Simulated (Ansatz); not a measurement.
## Run report: Al$_{30}$Cu, nudged elastic band (part 1 of 3)

- system: Al$_{30}$Cu (defect cell, 31 atoms in the cell)
- method: DFT PBE, scalar-relativistic, plane waves, PAW, PAW set soft_1, no spin polarisation (Ansatz 0.2.0)

It belongs to a series of runs on one base structure; here: band between the two ends.

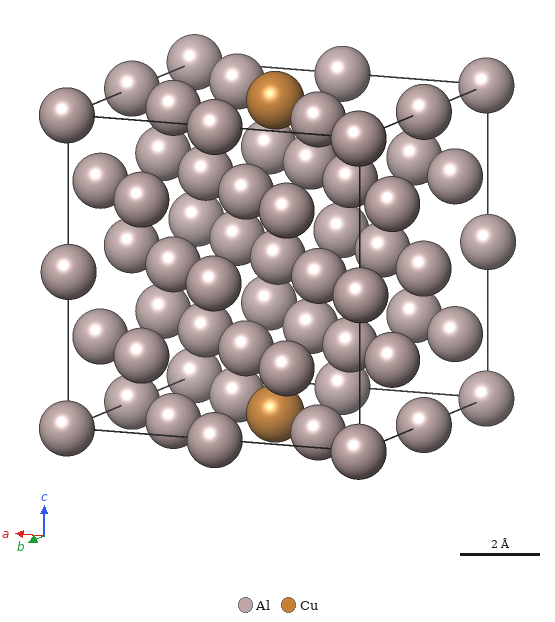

The input geometry (spheres-only view of the cell of the calculation, seen at an oblique angle). An atom can appear more than once, as a periodic image.

The input:
```yaml
crystal:
  lattice:
    - [8.1, 0.0, 0.0]
    - [0.0, 8.1, 0.0]
    - [0.0, 0.0, 8.1]
  atoms:
    - { symbol: Al, position: [0.49676575, 0.0016829, -0.00163849] }
    - { symbol: Al, position: [0.74702428, 0.25415246, -0.00181528] }
    - { symbol: Al, position: [0.74896092, 5.982e-05, 0.2490133] }
    - { symbol: Al, position: [0.00253382, 0.00386002, -0.00169456] }
    - { symbol: Cu, position: [0.50572978, 0.50663098, -0.00084316] }
    - { symbol: Al, position: [0.7487036, 0.75017763, -0.00181573] }
    - { symbol: Al, position: [0.24958184, 0.00344559, 0.24637488] }
    - { symbol: Al, position: [0.49472045, 0.25519343, 0.23591366] }
    - { symbol: Al, position: [0.74673511, 0.50224569, 0.24827121] }
    - { symbol: Al, position: [0.5008828, 0.0008938, 0.49834643] }
    - { symbol: Al, position: [0.7475654, 0.25149505, 0.49833182] }
    - { symbol: Al, position: [0.74926719, -0.00019694, 0.74726719] }
    - { symbol: Al, position: [0.0002098, 0.49838354, -0.00190792] }
    - { symbol: Al, position: [0.25258051, 0.7487116, -0.0020441] }
    - { symbol: Al, position: [0.00176746, 0.25092147, 0.24618667] }
    - { symbol: Al, position: [0.25385904, 0.49619964, 0.23588182] }
    - { symbol: Al, position: [0.50056086, 0.74788229, 0.2482636] }
    - { symbol: Al, position: [-0.00175583, -0.00022575, 0.49788301] }
    - { symbol: Al, position: [0.24986741, 0.25123848, 0.49824473] }
    - { symbol: Al, position: [0.49936681, 0.5009973, 0.49864595] }
    - { symbol: Al, position: [0.7490445, 0.75047789, 0.4983589] }
    - { symbol: Al, position: [0.24946182, 0.00311246, 0.75001066] }
    - { symbol: Al, position: [0.4947047, 0.25473033, 0.76102122] }
    - { symbol: Al, position: [0.74633459, 0.50208482, 0.74882704] }
    - { symbol: Al, position: [-0.00136262, 0.75056609, 0.24916338] }
    - { symbol: Al, position: [-0.00038064, 0.50221747, 0.49826547] }
    - { symbol: Al, position: [0.24963361, 0.74917118, 0.49833273] }
    - { symbol: Al, position: [0.00196433, 0.25069317, 0.75005229] }
    - { symbol: Al, position: [0.25375672, 0.4963268, 0.76100447] }
    - { symbol: Al, position: [0.50076693, 0.74768009, 0.74866147] }
    - { symbol: Al, position: [-0.00161935, 0.75052474, 0.74679125] }
basis:
  ecutwfc: 420.0
kpoints:
  mp_grid: { grid: [3, 3, 3] }
hamiltonian:
  xc: pbe
  pseudopotentials: { kind: paw, azcp: { folder: soft_1 } }
scf:
  occupations: { method: gaussian, width: 0.1 }
  lower_state_search: "off"
neb:
  images: 7
  f_tol: 0.03
  initial_path: idpp
  max_iterations: 29
  final_atoms:
    - { symbol: Al, position: [0.49631516, 0.00326089, 0.0] }
    - { symbol: Al, position: [0.74823564, 0.25293698, 0.0] }
    - { symbol: Al, position: [0.75079599, 0.0004949, 0.25136787] }
    - { symbol: Al, position: [0.00044498, 0.00044498, 0.0] }
    - { symbol: Cu, position: [0.24547942, 0.24547942, 0.0] }
    - { symbol: Al, position: [0.7475073, 0.7475073, 0.0] }
    - { symbol: Al, position: [0.24844924, 0.00335463, 0.24934876] }
    - { symbol: Al, position: [0.49594895, 0.25501965, 0.23881324] }
    - { symbol: Al, position: [0.74773271, 0.50032258, 0.24751203] }
    - { symbol: Al, position: [0.49947075, 0.00169062, 0.5] }
    - { symbol: Al, position: [0.75074663, 0.24893662, 0.5] }
    - { symbol: Al, position: [0.75079599, 0.0004949, 0.74863213] }
    - { symbol: Al, position: [0.00326089, 0.49631516, 0.0] }
    - { symbol: Al, position: [0.25293698, 0.74823564, 0.0] }
    - { symbol: Al, position: [0.00335463, 0.24844924, 0.24934876] }
    - { symbol: Al, position: [0.25501965, 0.49594895, 0.23881324] }
    - { symbol: Al, position: [0.50032258, 0.74773271, 0.24751203] }
    - { symbol: Al, position: [0.00036412, 0.00036412, 0.5] }
    - { symbol: Al, position: [0.24947732, 0.24947732, 0.5] }
    - { symbol: Al, position: [0.49983192, 0.49983192, 0.5] }
    - { symbol: Al, position: [0.75106436, 0.75106436, 0.5] }
    - { symbol: Al, position: [0.24844924, 0.00335463, 0.75065124] }
    - { symbol: Al, position: [0.49594895, 0.25501965, 0.76118676] }
    - { symbol: Al, position: [0.74773271, 0.50032258, 0.75248797] }
    - { symbol: Al, position: [0.0004949, 0.75079599, 0.25136787] }
    - { symbol: Al, position: [0.00169062, 0.49947075, 0.5] }
    - { symbol: Al, position: [0.24893662, 0.75074663, 0.5] }
    - { symbol: Al, position: [0.00335463, 0.24844924, 0.75065124] }
    - { symbol: Al, position: [0.25501965, 0.49594895, 0.76118676] }
    - { symbol: Al, position: [0.50032258, 0.74773271, 0.75248797] }
    - { symbol: Al, position: [0.0004949, 0.75079599, 0.74863213] }
  order_check: true
```

Hardware: 4 threads of Arm Neoverse V2, 24 GiB of memory available, shared host.

Command:
```bash
ansatz run input.yaml --threads 4 --pin off --max-ram 10240MiB --backend cpu --events-out ev --progress --plain --runs-dir out
```

Output:
```
Warning: neb: disabling space-group detection — the band's intermediate images generally break the endpoint symmetry, so no spatial operation reduces the k-mesh or symmetrises the density, except that a semilocal band can use its path's symmetry ahead of convergence; time reversal is kept, so that k and −k are solved as one point where they differ and the mesh holds both, and exact exchange and, on two spinor components, a DFT+U term hold to it where the run has them: on two components no moment then forms, and a state that bears one, which a typed moment (crystal.atoms[].spin; refused beside efield: under a hybrid functional) reaches, can lie lower, under hf by electronvolts; crystal.symmetry.detect: false (a key that needs symmetry detection or time reversal refuses this as the deck is read) with time_reversal: false beside it drops time reversal too
Engine: ansatz 0.2.0, aarch64-unknown-linux-gnu
Pseudopotentials: kind: paw
Pseudopotential: Al, paw, valence charge 3, recommended cutoff 420 eV (normal), [file]
Pseudopotential: Cu, paw, valence charge 19, recommended cutoff 420 eV (normal), [file]
Functional definition: PBE
  parameter kappa = 0.804
  parameter beta = 0.06672455060314922
  exchange = pbe_x(kappa = kappa, mu = beta*pi^2/3)
  correlation = pbe_c(beta = beta)
parallel-image band execution: 4 concurrent image workers
NEB image 0
Crystal: 31 atoms, lattice volume = 531.441 Å³
Basis set: ecut = 420 eV, 10395 PW (Γ), exchange–correlation on 120×120×120 points (8 copies of the dense FFT grid, shifted against one another)
Bands: 86, of which v1, the nominal top of the filled ones, is band 55 counted from 1 (54 counted from 0)
Symmetry: 1 space group operations
k-points: 14 of 27 (time reversal used)
Non-local potential: Al, projectors of the file, l = 0: 2, l = 1: 2, l = 2: 1
Non-local potential: Cu, projectors of the file, l = 0: 3, l = 1: 2, l = 2: 3, l = 3: 1
PAW form: soft (Blöchl's): semilocal exchange-correlation on the pseudo side does not see the compensation charge
PAW one-centre angular grid: Al, 110 points (default); XC on 64 Gauss nodes
PAW one-centre angular grid: Cu, 590 points (default); XC on 64 Gauss nodes
Initial density: superposition of atomic densities (chi_scale 0.1, normalization cell, long waves kept (reshape's long-wave potential 0.10 eV rms))
Initial wavefunctions: pseudopotential atomic-orbital guess
Functional: x = pbe(κ = 0.804, μ = 0.2195149727645171), c = pbe(β = 0.06672455060314922)
SCF iter   1: F=—  HF=-22778.666647 eV  |F-HF|=—  |Δ(HF+E_count)|=         —  Δρ=4.19e-1  dr2=1.01e3  ethr=3.10e-3  ⟨swp⟩=7.4  Hψ=6021  notcnv=0
preconditioner: auto → Kerker (q_TF=auto, 2.095 Å⁻¹)  [metal: Δε(μ)=0.053 eV  Ē_g=6.614 eV  σ=0.100 eV  W_gap=0.29  n_scr=80 (ndim 8)  ℏωp=16.2 eV  f_vac=0.000  D(μ)=8.71/eV (n_scr^D=32)]
SCF iter   2: F=—  HF=-22757.199267 eV  |F-HF|=—  |Δ(HF+E_count)|=    2.15e1  Δρ=8.74e-2  dr2=2.14e1  ethr=3.10e-3  ⟨swp⟩=3.6  Hψ=3267  notcnv=0  defer=244
SCF iter   3: F=—  HF=-22750.178059 eV  |F-HF|=—  |Δ(HF+E_count)|=    7.02e0  Δρ=2.85e-2  dr2=3.23e0  ethr=3.10e-3  ⟨swp⟩=3.0  Hψ=2474  notcnv=0  defer=317
SCF iter   4: F=—  HF=-22750.159448 eV  |F-HF|=—  |Δ(HF+E_count)|=   1.86e-2  Δρ=1.91e-2  dr2=1.63e0  ethr=2.96e-3  ⟨swp⟩=1.0  Hψ=1386  notcnv=0  defer=318
SCF iter   5: F=—  HF=-22750.025522 eV  |F-HF|=—  |Δ(HF+E_count)|=   1.34e-1  Δρ=9.28e-3  dr2=4.91e-1  ethr=1.49e-3  ⟨swp⟩=2.1  Hψ=1178  notcnv=0  defer=315
SCF iter   6: F=—  HF=-22749.973486 eV  |F-HF|=—  |Δ(HF+E_count)|=   5.20e-2  Δρ=2.60e-3  dr2=6.93e-2  ethr=4.50e-4  ⟨swp⟩=2.0  Hψ=1163  notcnv=0  defer=315
SCF iter   7: F=—  HF=-22749.965146 eV  |F-HF|=—  |Δ(HF+E_count)|=   8.34e-3  Δρ=6.70e-4  dr2=2.68e-3  ethr=6.36e-5  ⟨swp⟩=2.0  Hψ=1556  notcnv=0  defer=315
SCF iter   8: F=—  HF=-22749.965637 eV  |F-HF|=—  |Δ(HF+E_count)|=   4.91e-4  Δρ=1.56e-4  dr2=1.45e-4  ethr=2.45e-6  ⟨swp⟩=2.0  Hψ=1399  notcnv=0  defer=315
SCF iter   9: F=—  HF=-22749.965652 eV  |F-HF|=—  |Δ(HF+E_count)|=   1.57e-5  Δρ=1.04e-4  dr2=7.18e-5  ethr=1.33e-7  ⟨swp⟩=1.9  Hψ=1023  notcnv=0  defer=315
SCF iter  10: F=—  HF=-22749.965468 eV  |F-HF|=—  |Δ(HF+E_count)|=   1.84e-4  Δρ=9.23e-6  dr2=1.15e-6  ethr=6.59e-8  ⟨swp⟩=2.0  Hψ=1214  notcnv=0  defer=315
SCF iter  11: F=—  HF=-22749.965468 eV  |F-HF|=—  |Δ(HF+E_count)|=   1.21e-7  Δρ=4.79e-6  dr2=1.60e-7  ethr=1.05e-9  ⟨swp⟩=2.1  Hψ=1491  notcnv=0  defer=315
SCF iter  12: F=-22749.965468 eV  HF=-22749.965468 eV  |F-HF|=2.76e-9  |Δ(HF+E_count)|=   1.65e-8  Δρ=7.21e-7  dr2=5.21e-9  ethr=9.17e-11  ⟨swp⟩=4.0  Hψ=2996  notcnv=0
SCF 1 converged in 12 iterations: F = -22749.965468 eV  dr2 = 5.21e-9
  greatest PAW one-centre occupation: 1.000 electrons in one spin orbital (limit 2), on the Cu atom at site 4 (counted from 0), in its partial waves of l = 0
NSCF: frozen V_eff on 14 k-points
NEB image 8
SCF iter   1: F=—  HF=-22778.729234 eV  |F-HF|=—  |Δ(HF+E_count)|=         —  Δρ=4.19e-1  dr2=1.01e3  ethr=3.10e-3  ⟨swp⟩=7.7  Hψ=6059  notcnv=0
preconditioner: auto → Kerker (q_TF=auto, 2.095 Å⁻¹)  [metal: Δε(μ)=0.048 eV  Ē_g=6.615 eV  σ=0.100 eV  W_gap=0.27  n_scr=80 (ndim 8)  ℏωp=16.2 eV  f_vac=0.000  D(μ)=8.74/eV (n_scr^D=32)]
SCF iter   2: F=—  HF=-22757.349137 eV  |F-HF|=—  |Δ(HF+E_count)|=    2.14e1  Δρ=8.82e-2  dr2=2.18e1  ethr=3.10e-3  ⟨swp⟩=3.5  Hψ=3265  notcnv=0  defer=244
SCF iter   3: F=—  HF=-22750.190879 eV  |F-HF|=—  |Δ(HF+E_count)|=    7.16e0  Δρ=2.90e-2  dr2=3.34e0  ethr=3.10e-3  ⟨swp⟩=3.0  Hψ=2474  notcnv=0  defer=317
SCF iter   4: F=—  HF=-22750.167507 eV  |F-HF|=—  |Δ(HF+E_count)|=   2.34e-2  Δρ=1.95e-2  dr2=1.69e0  ethr=3.06e-3  ⟨swp⟩=1.1  Hψ=1391  notcnv=0  defer=318
SCF iter   5: F=—  HF=-22750.027727 eV  |F-HF|=—  |Δ(HF+E_count)|=   1.40e-1  Δρ=9.42e-3  dr2=5.06e-1  ethr=1.55e-3  ⟨swp⟩=2.0  Hψ=1140  notcnv=0  defer=314
SCF iter   6: F=—  HF=-22749.973942 eV  |F-HF|=—  |Δ(HF+E_count)|=   5.38e-2  Δρ=2.60e-3  dr2=7.01e-2  ethr=4.65e-4  ⟨swp⟩=2.0  Hψ=1276  notcnv=0  defer=315
SCF iter   7: F=—  HF=-22749.965521 eV  |F-HF|=—  |Δ(HF+E_count)|=   8.42e-3  Δρ=6.92e-4  dr2=2.85e-3  ethr=6.43e-5  ⟨swp⟩=2.0  Hψ=1436  notcnv=0  defer=315
SCF iter   8: F=—  HF=-22749.966030 eV  |F-HF|=—  |Δ(HF+E_count)|=   5.09e-4  Δρ=1.45e-4  dr2=1.27e-4  ethr=2.61e-6  ⟨swp⟩=2.1  Hψ=1491  notcnv=0  defer=315
SCF iter   9: F=—  HF=-22749.966061 eV  |F-HF|=—  |Δ(HF+E_count)|=   3.04e-5  Δρ=1.07e-4  dr2=7.34e-5  ethr=1.17e-7  ⟨swp⟩=2.3  Hψ=1293  notcnv=0  defer=315
SCF iter  10: F=—  HF=-22749.965859 eV  |F-HF|=—  |Δ(HF+E_count)|=   2.02e-4  Δρ=1.06e-5  dr2=1.45e-6  ethr=6.74e-8  ⟨swp⟩=2.0  Hψ=1207  notcnv=0  defer=315
SCF iter  11: F=—  HF=-22749.965859 eV  |F-HF|=—  |Δ(HF+E_count)|=   1.67e-7  Δρ=5.03e-6  dr2=1.82e-7  ethr=1.33e-9  ⟨swp⟩=2.0  Hψ=1458  notcnv=0  defer=315
SCF iter  12: F=-22749.965859 eV  HF=-22749.965859 eV  |F-HF|=4.30e-9  |Δ(HF+E_count)|=   1.89e-8  Δρ=9.15e-7  dr2=7.29e-9  ethr=9.17e-11  ⟨swp⟩=4.0  Hψ=2914  notcnv=0
SCF 2 converged in 12 iterations: F = -22749.965859 eV  dr2 = 7.29e-9
NSCF: frozen V_eff on 14 k-points
NEB end point (image 0): max|allowed force component| = 2.364e-2 eV/Å (the criterion of neb.relax_end_points is 1.000e-2)
NEB end point (image 8): max|allowed force component| = 1.268e-2 eV/Å (the criterion of neb.relax_end_points is 1.000e-2)
[...]
NEB image 1
preconditioner: auto → Kerker (q_TF=auto, 2.095 Å⁻¹)  [metal: Δε(μ)=0.016 eV  Ē_g=6.621 eV  σ=0.100 eV  W_gap=0.09  n_scr=80 (ndim 8)  ℏωp=16.2 eV  f_vac=0.000  D(μ)=8.56/eV (n_scr^D=32)]
NEB image 2
preconditioner: auto → Kerker (q_TF=auto, 2.095 Å⁻¹)  [metal: Δε(μ)=0.025 eV  Ē_g=6.618 eV  σ=0.100 eV  W_gap=0.14  n_scr=80 (ndim 8)  ℏωp=16.2 eV  f_vac=0.000  D(μ)=9.78/eV (n_scr^D=56)]
NEB image 3
preconditioner: auto → Kerker (q_TF=auto, 2.095 Å⁻¹)  [metal: Δε(μ)=0.016 eV  Ē_g=6.604 eV  σ=0.100 eV  W_gap=0.09  n_scr=80 (ndim 8)  ℏωp=16.2 eV  f_vac=0.000  D(μ)=10.75/eV (n_scr^D=80)]
NEB image 4
preconditioner: auto → Kerker (q_TF=auto, 2.095 Å⁻¹)  [metal: Δε(μ)=0.020 eV  Ē_g=6.596 eV  σ=0.100 eV  W_gap=0.11  n_scr=80 (ndim 8)  ℏωp=16.2 eV  f_vac=0.000  D(μ)=10.85/eV (n_scr^D=80)]
NEB image 5
preconditioner: auto → Kerker (q_TF=auto, 2.095 Å⁻¹)  [metal: Δε(μ)=0.016 eV  Ē_g=6.604 eV  σ=0.100 eV  W_gap=0.09  n_scr=80 (ndim 8)  ℏωp=16.2 eV  f_vac=0.000  D(μ)=10.79/eV (n_scr^D=80)]
NEB image 6
preconditioner: auto → Kerker (q_TF=auto, 2.095 Å⁻¹)  [metal: Δε(μ)=0.024 eV  Ē_g=6.618 eV  σ=0.100 eV  W_gap=0.14  n_scr=80 (ndim 8)  ℏωp=16.2 eV  f_vac=0.000  D(μ)=9.86/eV (n_scr^D=56)]
NEB image 7
preconditioner: auto → Kerker (q_TF=auto, 2.095 Å⁻¹)  [metal: Δε(μ)=0.016 eV  Ē_g=6.621 eV  σ=0.100 eV  W_gap=0.09  n_scr=80 (ndim 8)  ℏωp=16.2 eV  f_vac=0.000  D(μ)=8.63/eV (n_scr^D=32)]
NEB iter   1: max|band force component| = 6.664e-1 eV/Å  barrier→ = 0.5560 eV  barrier← = 0.5564 eV  Δτ_max = 0.0632 Å  (108 SCF iters)
NEB image 1
Initial density: handed on by an earlier stage of this run
Initial wavefunctions: those handed on with the density
preconditioner: auto → Kerker (q_TF=auto, 2.095 Å⁻¹)  [metal: Δε(μ)=0.044 eV  Ē_g=6.536 eV  σ=0.100 eV  W_gap=0.24  n_scr=80 (ndim 8)  ℏωp=16.2 eV  f_vac=0.000  D(μ)=9.72/eV (n_scr^D=56)]
NEB image 2
preconditioner: auto → Kerker (q_TF=auto, 2.095 Å⁻¹)  [metal: Δε(μ)=0.038 eV  Ē_g=6.530 eV  σ=0.100 eV  W_gap=0.21  n_scr=80 (ndim 8)  ℏωp=16.2 eV  f_vac=0.000  D(μ)=8.81/eV (n_scr^D=32)]
NEB image 3
preconditioner: auto → Kerker (q_TF=auto, 2.095 Å⁻¹)  [metal: Δε(μ)=0.068 eV  Ē_g=6.528 eV  σ=0.100 eV  W_gap=0.37  n_scr=80 (ndim 8)  ℏωp=16.2 eV  f_vac=0.000  D(μ)=8.02/eV (n_scr^D=32)]
NEB image 4
preconditioner: auto → Kerker (q_TF=auto, 2.095 Å⁻¹)  [metal: Δε(μ)=0.076 eV  Ē_g=6.526 eV  σ=0.100 eV  W_gap=0.41  n_scr=80 (ndim 8)  ℏωp=16.2 eV  f_vac=0.000  D(μ)=7.79/eV (n_scr^D=32)]
NEB image 5
preconditioner: auto → Kerker (q_TF=auto, 2.095 Å⁻¹)  [metal: Δε(μ)=0.065 eV  Ē_g=6.527 eV  σ=0.100 eV  W_gap=0.35  n_scr=80 (ndim 8)  ℏωp=16.2 eV  f_vac=0.000  D(μ)=8.00/eV (n_scr^D=32)]
NEB image 6
preconditioner: auto → Kerker (q_TF=auto, 2.095 Å⁻¹)  [metal: Δε(μ)=0.044 eV  Ē_g=6.530 eV  σ=0.100 eV  W_gap=0.24  n_scr=80 (ndim 8)  ℏωp=16.2 eV  f_vac=0.000  D(μ)=8.77/eV (n_scr^D=32)]
NEB image 7
preconditioner: auto → Kerker (q_TF=auto, 2.095 Å⁻¹)  [metal: Δε(μ)=0.047 eV  Ē_g=6.535 eV  σ=0.100 eV  W_gap=0.26  n_scr=80 (ndim 8)  ℏωp=16.2 eV  f_vac=0.000  D(μ)=9.73/eV (n_scr^D=56)]
NEB iter   2: max|band force component| = 3.696e-1 eV/Å  barrier→ = 0.4715 eV  barrier← = 0.4719 eV  CI = image 4  Δτ_max = 0.0509 Å  (43 SCF iters)
NEB image 1
preconditioner: auto → Kerker (q_TF=auto, 2.095 Å⁻¹)  [metal: Δε(μ)=0.054 eV  Ē_g=6.534 eV  σ=0.100 eV  W_gap=0.29  n_scr=80 (ndim 8)  ℏωp=16.2 eV  f_vac=0.000  D(μ)=9.85/eV (n_scr^D=56)]
NEB image 2
preconditioner: auto → Kerker (q_TF=auto, 2.095 Å⁻¹)  [metal: Δε(μ)=0.051 eV  Ē_g=6.528 eV  σ=0.100 eV  W_gap=0.27  n_scr=80 (ndim 8)  ℏωp=16.2 eV  f_vac=0.000  D(μ)=9.10/eV (n_scr^D=56)]
NEB image 3
preconditioner: auto → Kerker (q_TF=auto, 2.095 Å⁻¹)  [metal: Δε(μ)=0.051 eV  Ē_g=6.523 eV  σ=0.100 eV  W_gap=0.28  n_scr=80 (ndim 8)  ℏωp=16.2 eV  f_vac=0.000  D(μ)=8.43/eV (n_scr^D=32)]
NEB image 4
preconditioner: auto → Kerker (q_TF=auto, 2.095 Å⁻¹)  [metal: Δε(μ)=0.073 eV  Ē_g=6.521 eV  σ=0.100 eV  W_gap=0.39  n_scr=80 (ndim 8)  ℏωp=16.2 eV  f_vac=0.000  D(μ)=8.10/eV (n_scr^D=32)]
NEB image 5
preconditioner: auto → Kerker (q_TF=auto, 2.095 Å⁻¹)  [metal: Δε(μ)=0.050 eV  Ē_g=6.523 eV  σ=0.100 eV  W_gap=0.27  n_scr=80 (ndim 8)  ℏωp=16.2 eV  f_vac=0.000  D(μ)=8.41/eV (n_scr^D=32)]
NEB image 6
preconditioner: auto → Kerker (q_TF=auto, 2.095 Å⁻¹)  [metal: Δε(μ)=0.051 eV  Ē_g=6.528 eV  σ=0.100 eV  W_gap=0.27  n_scr=80 (ndim 8)  ℏωp=16.2 eV  f_vac=0.000  D(μ)=9.05/eV (n_scr^D=56)]
NEB image 7
preconditioner: auto → Kerker (q_TF=auto, 2.095 Å⁻¹)  [metal: Δε(μ)=0.056 eV  Ē_g=6.533 eV  σ=0.100 eV  W_gap=0.31  n_scr=80 (ndim 8)  ℏωp=16.2 eV  f_vac=0.000  D(μ)=9.81/eV (n_scr^D=56)]
NEB iter   3: max|band force component| = 6.572e-2 eV/Å  barrier→ = 0.4454 eV  barrier← = 0.4458 eV  CI = image 4  Δτ_max = 0.0154 Å  (42 SCF iters)
NEB image 1
preconditioner: auto → Kerker (q_TF=auto, 2.095 Å⁻¹)  [metal: Δε(μ)=0.056 eV  Ē_g=6.533 eV  σ=0.100 eV  W_gap=0.30  n_scr=80 (ndim 8)  ℏωp=16.2 eV  f_vac=0.000  D(μ)=9.82/eV (n_scr^D=56)]
NEB image 2
preconditioner: auto → Kerker (q_TF=auto, 2.095 Å⁻¹)  [metal: Δε(μ)=0.050 eV  Ē_g=6.528 eV  σ=0.100 eV  W_gap=0.27  n_scr=80 (ndim 8)  ℏωp=16.2 eV  f_vac=0.000  D(μ)=9.03/eV (n_scr^D=56)]
```
